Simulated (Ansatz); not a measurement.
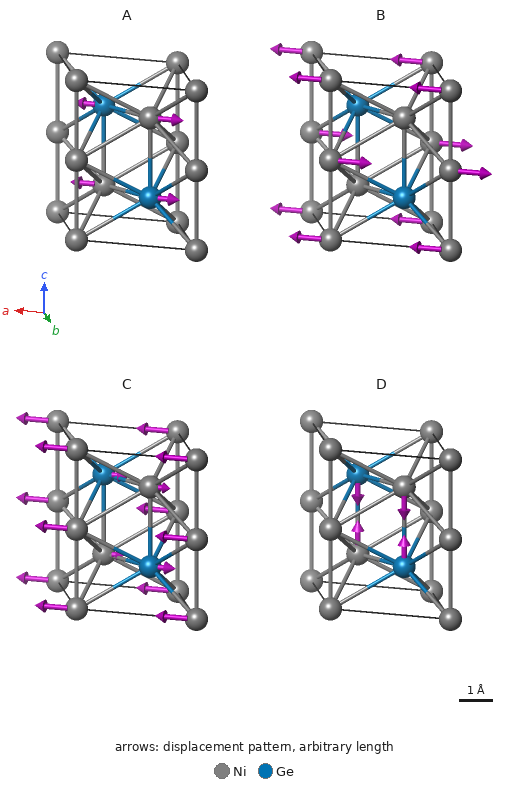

Four optical modes of crystalline Ni2Ge at the zone centre, in no order (one member of each degenerate set). The purple arrows are the displacements of the atoms (eigenvector over the root of the mass), of arbitrary overall length and sign. Style: ball-and-stick. Shown: the cell of the calculation, from a free direction.

All numbers below come from Ansatz 0.2.0, DFT r2SCAN, scalar-relativistic, plane waves, PAW. (plane-wave cutoff 500 eV; k-point mesh 12 × 12 × 10; occupations gaussian; smearing width 0.15 eV; no spin polarisation)

### Rank the modes by frequency, softest first.

B (124 cm⁻¹), C (181 cm⁻¹), D (206 cm⁻¹), A (297 cm⁻¹). B, E₂u: The Ni (2d) and Ge atoms stay at rest; all motion is along a; atoms of one kind move against one another, with no net shift of their sublattice. C, E₁u: The Ni (2a) sublattice moves against the Ge and Ni (2d) sublattices, along a; the kinetic energy is shared as Ni 77 %, Ge 23 %. D, B₁g: The Ni (2a) atoms stay at rest; all motion is along c; atoms of one kind move against one another, with no net shift of any sublattice; the kinetic energy is shared as Ge 52 %, Ni 48 %. A, E₂g: The Ni (2a) atoms stay at rest; all motion is along a; atoms of one kind move against one another, with no net shift of any sublattice; the kinetic energy is shared as Ni 53 %, Ge 47 %. The crystal is metallic in this run.

Limits of the set-up: an element that often carries a moment was run without spin polarisation.
